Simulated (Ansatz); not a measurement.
This input was run:

```
crystal:
  lattice:
    - [2.839427007, 0.0, 0.0]
    - [0.0, 2.839427007, 0.0]
    - [0.0, 0.0, 23.023334274]
  atoms:
    - { symbol: Al, position: [0.5, 0.5, 0.369190661] }
    - { symbol: Al, position: [0.0, 0.0, 0.456396887] }
    - { symbol: Al, position: [0.5, 0.5, 0.543603113] }
    - { symbol: Al, position: [0.0, 0.0, 0.630809339] }
basis:
  ecutwfc: 420
kpoints:
  mp_grid: { grid: [10, 10, 1] }
hamiltonian:
  xc: pbesol
scf:
  occupations: { method: gaussian, width: 0.1 }
output:
  forces: true
  eigenvalues: true
relax:
  adjacent_minimum: "off"
  f_tol: 0.03
  max_steps: 70
  constraints: [{ sites: [0, 1] }]
efield:
  axis: 3
  dipole_correction: true
```

What does the potential across the slab give for the work function?

The work function is 4.36 eV, the same on both faces. The two vacuum levels agree, so the slab has no net dipole along its normal. The outermost atoms are 6.2 Å apart, which leaves 16.9 Å of vacuum in a cell 23.0 Å high.

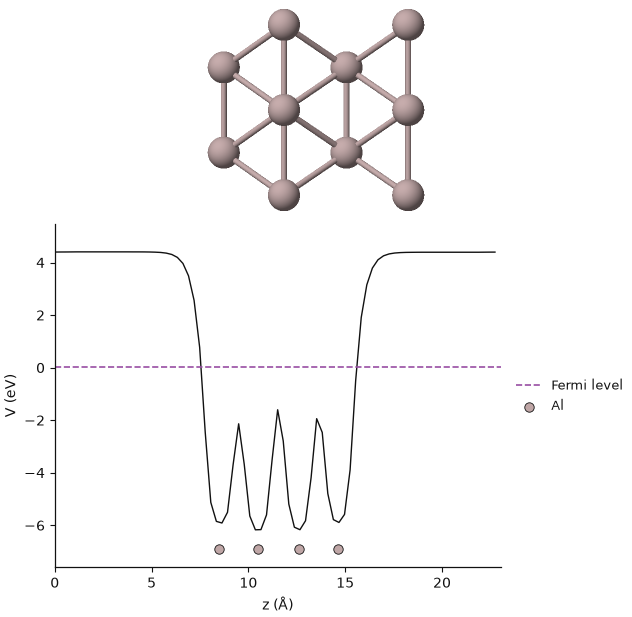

Plane-averaged electrostatic potential energy of an electron across the slab; circles at the bottom mark the heights of the atoms (positions after relaxation). The structure is drawn too.

Simulated data, not a measurement (program: Ansatz).
